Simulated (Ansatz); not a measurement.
# Calculations on S33Pb31

**1. Relaxation**

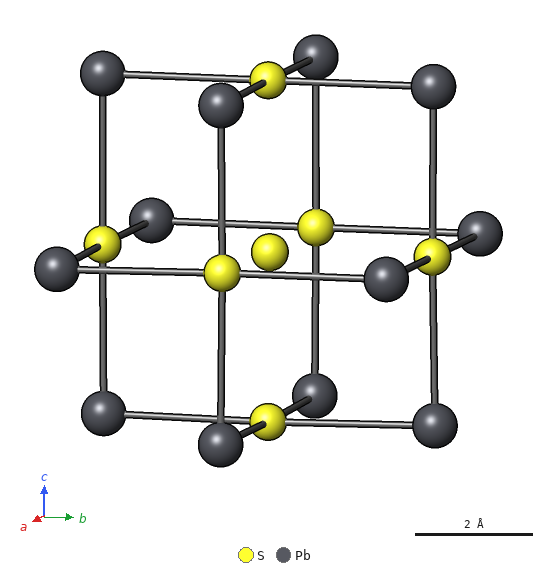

A defect cell of composition S33Pb31 (cell charge +1), before the relaxation. Style: ball-and-stick. Shown: the atoms within 5.0 Å of the atom that moves most (axes of the cell of the calculation (origin shifted)), slightly off an axis.

Computed with Ansatz, DFT, PBEsol, PAW, plane waves.

Settings: plane-wave cutoff 420 eV; k-point mesh 1 × 1 × 1; mesh shifted by (0.25, 0.25, 0.25); collinear spin; atoms relaxed in a fixed cell; force threshold 0.03 eV/Å; at most 80 steps.

```xyz
64
Lattice="11.8000 0.0000 0.0000 0.0000 11.8000 0.0000 0.0000 0.0000 11.8000" Properties=species:S:1:pos:R:3 pbc="T T T"
S     2.9516   11.7953   11.7893
S     2.9523    0.0178    5.8853
S     2.9417    5.9095   11.7842
S     2.9787    5.9128    5.8959
S     8.8139   11.7998   11.7832
S     8.8850   11.7874    5.8925
S     8.8805    5.8825   11.7831
S     8.8457    5.9241    5.9251
S    11.7779    2.9489    0.0135
S    11.7932    2.9345    5.9257
S     0.0308    8.8955   11.7723
S    11.7881    8.8258    5.8873
S     5.9023    2.9511    0.0071
S     5.8998    2.9312    5.8915
S     5.8998    8.8646   11.7892
S     5.9011    8.8421    5.9137
S    11.7941    0.0309    2.9325
S    11.7850   11.7576    8.8217
S    11.7962    5.8790    2.9124
S    11.7846    5.9015    8.8319
S     5.9537    0.0091    2.9207
S     5.9489   11.7715    8.8425
S     5.9225    5.9034    2.9236
S     5.9096    5.9013    8.8667
S     5.9128    5.9313    5.8772
S     2.9546    2.9277    2.9747
S     2.9610    2.9458    8.9053
S     2.9208    8.8068    2.9562
S     2.9932    8.8425    8.8739
S     8.8612    2.9362    2.9830
S     8.8128    2.9665    8.8730
S     8.8683    8.8347    2.9526
S     8.8539    8.8351    8.8494
Pb    0.0295   11.7997    0.0072
Pb    0.0270    0.0230    5.8924
Pb    0.0082    5.8835    0.0107
Pb   11.7924    5.8952    5.8855
Pb    5.8889   11.7634    0.0111
Pb    5.8787    0.0135    5.8860
Pb    5.9204    5.9032   11.7886
Pb    2.9759    2.9492    0.0108
Pb    2.9440    2.9576    5.8926
Pb    2.9788    8.8164   11.7909
Pb    2.9524    8.8436    5.8990
Pb    8.8209    2.9466    0.0052
Pb    8.8411    2.9609    5.8693
Pb    8.8723    8.8823    0.0081
Pb    8.7809    8.8441    5.9229
Pb    2.9600   11.7932    2.9481
Pb    2.8976    0.0094    8.8568
Pb    2.9821    5.8910    2.9648
Pb    2.9475    5.8999    8.8534
Pb    8.8557    0.0190    2.9867
Pb    8.8593   11.7980    8.8480
Pb    8.8526    5.8967    2.9383
Pb    8.8595    5.9069    8.8412
Pb    0.0269    2.9485    2.9746
Pb   11.7769    2.9701    8.8641
Pb   11.7688    8.8298    2.9545
Pb    0.0129    8.8688    8.8542
Pb    5.8859    2.9460    2.9464
Pb    5.9239    2.9401    8.8664
Pb    5.8923    8.8846    2.9742
Pb    5.8770    8.8527    8.8695
```

### Where does the relaxation end?

The energy falls by 1.881 eV per cell of the calculation in 12 accepted moves (13 points after the start). Largest force component: 0.21 eV/Å at the start, 0.026 eV/Å at the end. The line search rejected the trial step at point 6 of the run. S25 moves most: 0.65 Å along [−1 1 0]. By element the largest moves are S 0.65 Å, Pb 0.24 Å. The cell stays as it was. Near-neighbour distances that change, for instance: S4–S25 2.934 → 2.065 Å, S16–S25 2.911 → 2.066 Å, S8–S25 2.933 → 3.637 Å, S16–Pb48 2.880 → 3.167 Å. New bonds form, among them: S16–S25 (2.91 → 2.07 Å), S4–S25 (2.93 → 2.07 Å). Among the angles between lasting bonds that change: Pb51–S4–Pb52 179.1° → 164.2°.

History of the run:

```
step  E − E(0), meV/atom  largest force component, eV/Å      note
   0                0.00                         0.2143          
   1               -1.23                         0.2407          
   2               -3.15                         0.3194          
   3               -4.52                         0.4102          
   4               -9.43                         1.1370          
   5              -17.25                         0.7409          
   6               -8.35                         7.5480  rejected
   7              -20.15                         0.4962          
   8              -22.44                         0.6989          
   9              -25.91                         0.6403          
  10              -28.97                         0.3261          
  11              -29.35                         0.0658          
  12              -29.37                         0.0391          
  13              -29.39                         0.0258
```

After the run, drawn alike:

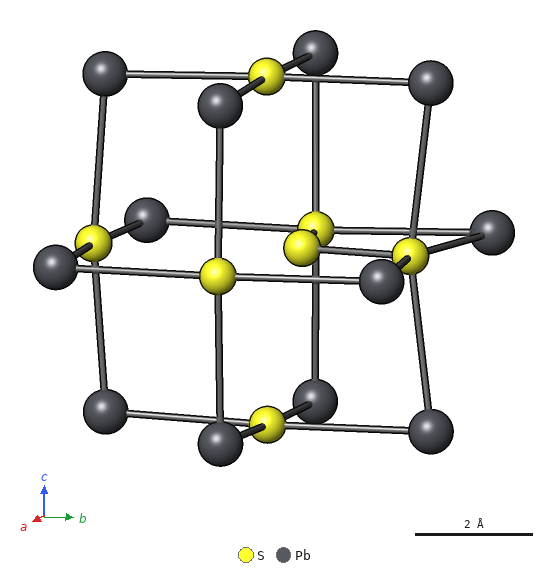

Limits of the set-up: the cell is charged, on a uniform background, and energies carry no finite-size correction.

**2. Relaxation**

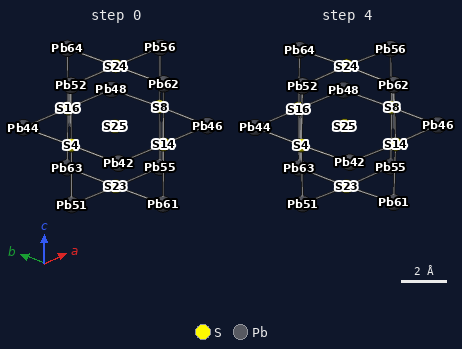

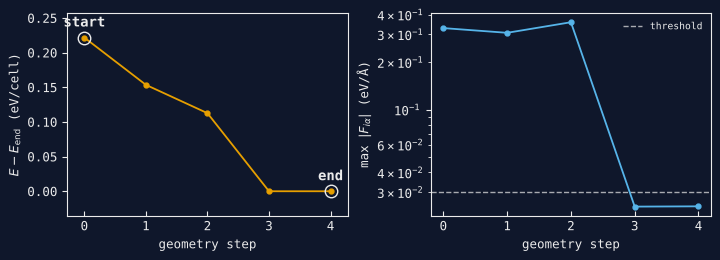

First and last geometry of a relaxation of a defect cell of composition S33Pb31 (cell charge −1), with the history of the run. Style: ball-and-stick. Shown: the atoms within 5.0 Å of the atom that moves most (axes of the cell of the calculation), from a free direction.

Computed with DFT, PBEsol, PAW, plane waves (Ansatz). Set-up: plane-wave cutoff 420 eV; k-point mesh 1 × 1 × 1; mesh shifted by (0.25, 0.25, 0.25); collinear spin; atoms relaxed in a fixed cell; force threshold 0.03 eV/Å; at most 80 steps.

Q: Did the run converge, and what did it change?

A: It converged. S25 moves most: 0.088 Å roughly along +b. Largest moves by element: S 0.088 Å, Pb 0.086 Å. The lattice vectors keep their values. Near-neighbour distances that change, for instance: S8–Pb55 2.987 → 2.911 Å, S14–Pb62 2.975 → 2.910 Å, S14–Pb42 2.956 → 2.906 Å, S14–Pb61 2.945 → 2.904 Å. Over 4 geometry steps the energy falls by 0.222 eV per cell of the calculation. The largest force component goes from 0.33 to 0.024 eV/Å. The run took 5.6 s on 1 × NVIDIA GB200 with 8 threads of Arm Neoverse-V2, peak memory 2.1 GiB.

| step | E − E(0), meV/atom | largest force component, eV/Å |
| --- | --- | --- |
| 0 | 0.00 | 0.3291 |
| 1 | -1.07 | 0.3072 |
| 2 | -1.70 | 0.3585 |
| 3 | -3.47 | 0.0243 |
| 4 | -3.47 | 0.0244 |

Limits of the set-up: the cell is charged, on a uniform background, and energies carry no finite-size correction.

**3. Defect**

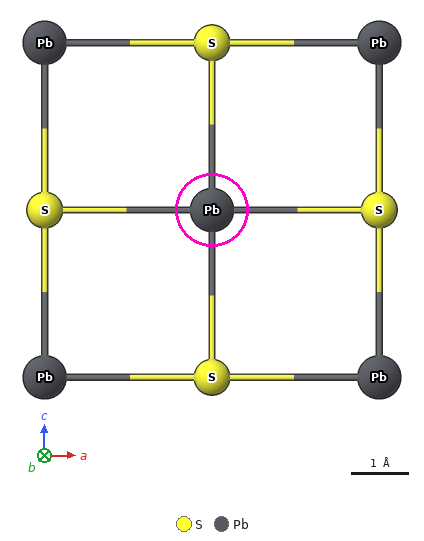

Perfect PbS. Style: ball-and-stick. Shown: the atoms within 5.4 Å of one point, in a slice 3.4 Å thick across the line of sight, along the b axis.

Computed with DFT, PBEsol, PAW, plane waves in Ansatz 0.2.0. Set-up: plane-wave cutoff 420 eV; k-point mesh 1 × 1 × 1; mesh shifted by (0.25, 0.25, 0.25); collinear spin. Fermi-Dirac smearing of 0.01 eV. A uniform background neutralises the charged cell. The axes drawn are those of the host's conventional cell.

A lead atom is replaced by sulfur at the ringed place, in charge state +1. The supercell has 64 sites, and the atoms are relaxed at the host's cell.

Predict the relaxed surroundings of the defect.

Answer. In the host the Pb atom has 6 S at 2.95 Å; the S atom ends with 2 S at 2.07 Å. Of the host's atoms, a sulfur atom moves furthest from its site, by 0.46 Å. The S atom itself moves 0.67 Å from where it was put. The cell's net moment is 1.00 μB.

The relaxed defect, seen from the same direction:

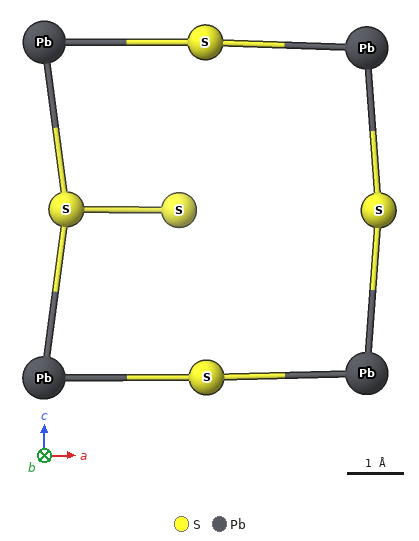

Limits of the set-up: the cell is charged, on a uniform background, and energies carry no finite-size correction.

**4. Defect**

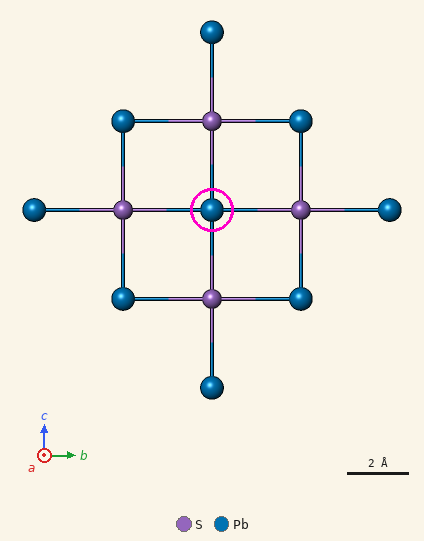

Perfect PbS. A ball-and-stick model of the atoms within 6.0 Å of one point, in a slice 3.4 Å thick across the line of sight, seen along the a axis.

Theory: DFT, PBEsol, PAW, plane waves (Ansatz). Set-up: plane-wave cutoff 420 eV; k-point mesh 1 × 1 × 1; mesh shifted by (0.25, 0.25, 0.25); no spin polarisation. Fermi-Dirac smearing of 0.01 eV. The axes drawn are those of the host's conventional cell.

A lead atom is replaced by sulfur at the ringed place, in charge state 0. The supercell has 64 sites, and the atoms are relaxed at the host's cell.

> Predict the relaxed surroundings of the defect.

In the host the Pb atom has 6 S at 2.95 Å; the S atom ends with 2 S at 2.10 to 2.11 Å. Of the host's atoms, a sulfur atom moves furthest from its site, by 0.38 Å. The S atom itself moves 1.05 Å from where it was put.

The relaxed defect, seen from the same direction:

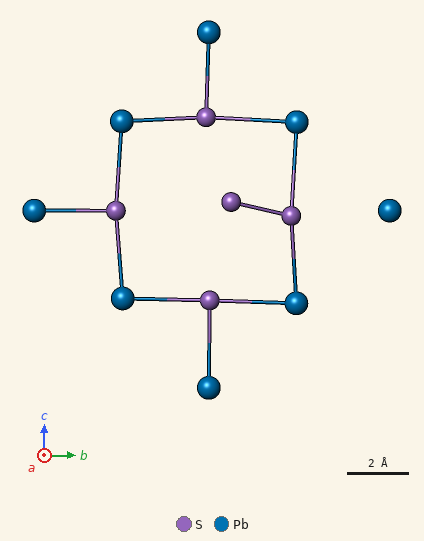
